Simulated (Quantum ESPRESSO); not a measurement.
**Rb: 7 runs along one coordinate**

System: Rb (1 atom in the cell).
Method: Kohn-Sham DFT of a periodic cell, PBE, SSSP 1.3 efficiency PBE, no spin polarisation (Quantum ESPRESSO 7.5).

The 7 runs differ only in the geometry, by an even scaling of the cell at fixed fractional positions. The structure derives from a Materials Project entry.

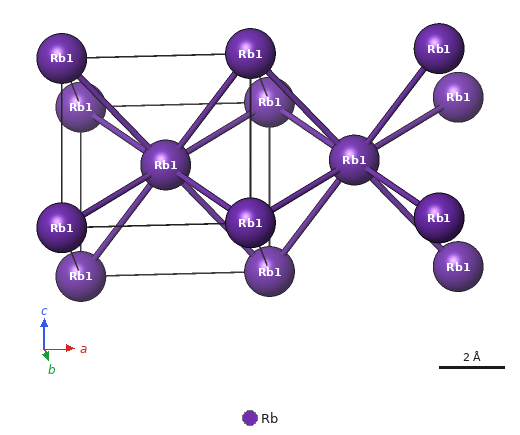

Figure 1. The structure of run 4 (ball-and-stick view of the cell 2 times as large as that of the calculation, set on its symmetry axes, repeated 2 × 1 × 1, seen at an oblique angle; atoms are numbered from 1 in the order of the input).

**Input of run 4**
```
&CONTROL
  calculation = 'scf'
  prefix = 'pwscf'
  outdir = './tmp'
  pseudo_dir = './pseudo'
  tprnfor = .true.
  tstress = .true.
  disk_io = 'nowf'
/
&SYSTEM
  ibrav = 0
  nat = 1
  ntyp = 1
  ecutwfc = 60
  nbnd = 10
  occupations = 'smearing'
  smearing = 'fd'
  degauss = 0.00367493
/
&ELECTRONS
  conv_thr = 2d-10
  electron_maxstep = 120
  mixing_beta = 0.5
/
ATOMIC_SPECIES
Rb    85.4678 Rb_ONCV_PBE-1.0.oncvpsp.upf
CELL_PARAMETERS angstrom
  -2.9545118615    2.9545118615    2.7308451955
   2.9545118615   -2.9545118615    2.7308451955
   2.9545118615    2.9545118615   -2.7308451955
ATOMIC_POSITIONS crystal
Rb     0.0000000000    0.0000000000    0.0000000000
K_POINTS automatic
7 7 7 0 0 0
```

Command:
```bash
OMP_NUM_THREADS=1 pw.x -in pw.in > pw.out
```

Lattice vectors (Å) and fractional positions of run 4:
```
  -2.954512    2.954512    2.730845
   2.954512   -2.954512    2.730845
   2.954512    2.954512   -2.730845
Rb  0.000000  0.000000  0.000000
```

Run 3 differs from it as follows:
```diff
-  -2.9545118615    2.9545118615    2.7308451955
-   2.9545118615   -2.9545118615    2.7308451955
-   2.9545118615    2.9545118615   -2.7308451955
+  -2.9346823254    2.9346823254    2.7125168232
+   2.9346823254   -2.9346823254    2.7125168232
+   2.9346823254    2.9346823254   -2.7125168232
```

**Results, with one run withheld**

| run | volume per atom (Å³) | free energy per atom, from the lowest run given (meV) | pressure (GPa) |
| --- | --- | --- | --- |
| 1 | 89.631 | 0.11 | 0.04 |
| 2 | 91.538 | 0.00 | −0.02 |
| 3 | 93.445 | ? | ? |
| 4 | 95.352 | 1.74 | −0.12 |
| 5 | 97.259 | 3.46 | −0.17 |
| 6 | 99.166 | 5.68 | −0.21 |
| 7 | 101.073 | 8.35 | −0.24 |

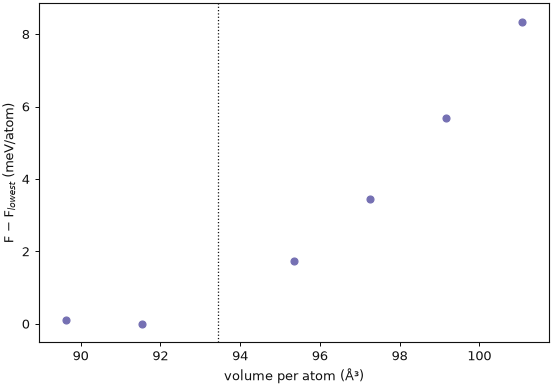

Figure 2. Free energy per atom of the runs given; the dotted line marks run 3.

What should run 3 give?

A cubic polynomial in V^(−2/3) (the Birch–Murnaghan form), fitted to the 6 runs given, misses them by under 0.01 meV per atom. With x = V^(−2/3) − 0.04785 Å⁻², it reads F = 1.8832 − 2371.9 x + 7.3276e+05 x² − 1.1481e+06 x³ (meV per atom). At run 3 it gives 0.57 meV per atom, and the run itself gives 0.57. The slope of the fit gives a pressure −dF/dV of −0.07 GPa there, and the run prints −0.07 GPa. The fit has its minimum at 90.871 Å³ per atom, where V d²F/dV² gives 2.79 GPa. Cell shape and fractional positions are held, so this is the stiffness under even scaling; the relaxed bulk modulus wasn't computed.

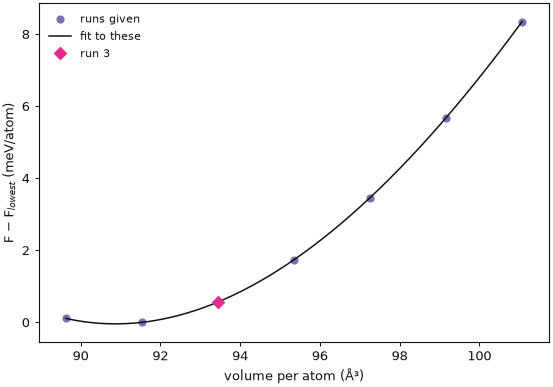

Figure 3. The fit and the withheld run.

**Some lines of the output (run 3)**
```
[...]
     unit-cell volume          =     630.5960 (a.u.)^3
     number of k points=    40  Fermi-Dirac smearing, width (Ry)=  0.0037
     total energy              =     -48.92496927 Ry
     total energy              =     -48.92514261 Ry
     total energy              =     -48.92516323 Ry
     total energy              =     -48.92516464 Ry
     total energy              =     -48.92516470 Ry
     the Fermi energy is     1.8117 ev
!    total energy              =     -48.92516470 Ry
     The total energy is F=E-TS. E is the sum of the following terms:
     Computing stress (Cartesian axis) and pressure
          total   stress  (Ry/bohr**3)                   (kbar)     P=       -0.73
```
